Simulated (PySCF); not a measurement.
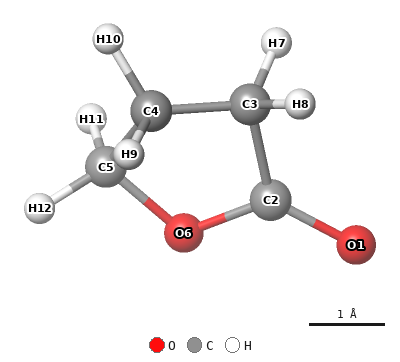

Starting structure of C4H6O2. Style: ball-and-stick. Shown from a free direction.

The start comes from MMFF94s. Its atoms were then displaced at random by about 0.03 Å.

Theory: PySCF, PBE0-D3(BJ)/def2-SVP geometry optimisation, gas phase.

```xyz
12

O     2.4515   -1.1363   -0.2374
C     1.2170   -0.6908   -0.1876
C     0.7369    0.7348   -0.0011
C    -0.5399    0.5736    0.4355
C    -1.0476   -0.7118   -0.3100
O     0.1324   -1.4740   -0.3297
H     0.9101    1.2765   -0.9214
H     1.4352    1.2450    0.7883
H    -0.6919    0.4179    1.5876
H    -1.2828    1.4163    0.2365
H    -1.3929   -0.5033   -1.2783
H    -1.8125   -1.2307    0.2686
```

Q: Where does the relaxation end?

A: The atom that moves furthest after the best rigid fit is C4 (0.11 Å). Largest moves by element: C 0.11 Å, O 0.09 Å, H 0.07 Å. Among the contacts that change: C3–C4 1.359 → 1.519 Å, O1–C2 1.313 → 1.193 Å, C3–H8 1.171 → 1.097 Å, C5–H11 1.049 → 1.104 Å. Bond angles that change, for instance: H9–C4–H10 100.7° → 107.8°, C4–C3–H7 118.9° → 112.2°, C3–C4–H9 117.0° → 110.3°. Over 9 geometry steps the energy falls by 1.368 eV. Cost: 41 s on 1 thread of Intel(R) Xeon(R) Platinum 8488C, on a shared host.

The structure at the end:

```xyz
12

O     2.3653   -1.1301   -0.2594
C     1.2566   -0.6947   -0.1928
C     0.8112    0.7375    0.0452
C    -0.6407    0.5848    0.4663
C    -1.0340   -0.6995   -0.2608
O     0.1577   -1.4688   -0.3441
H     0.9132    1.2777   -0.9116
H     1.4723    1.2283    0.7706
H    -0.7099    0.4394    1.5556
H    -1.2834    1.4347    0.1992
H    -1.4005   -0.4967   -1.2824
H    -1.7924   -1.2954    0.2653
```

The end point in the same view:

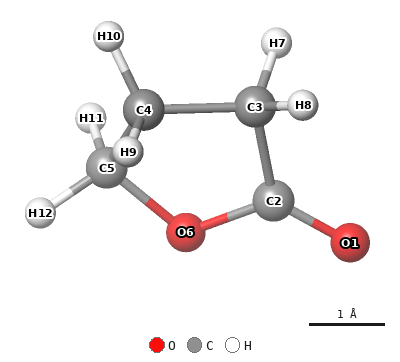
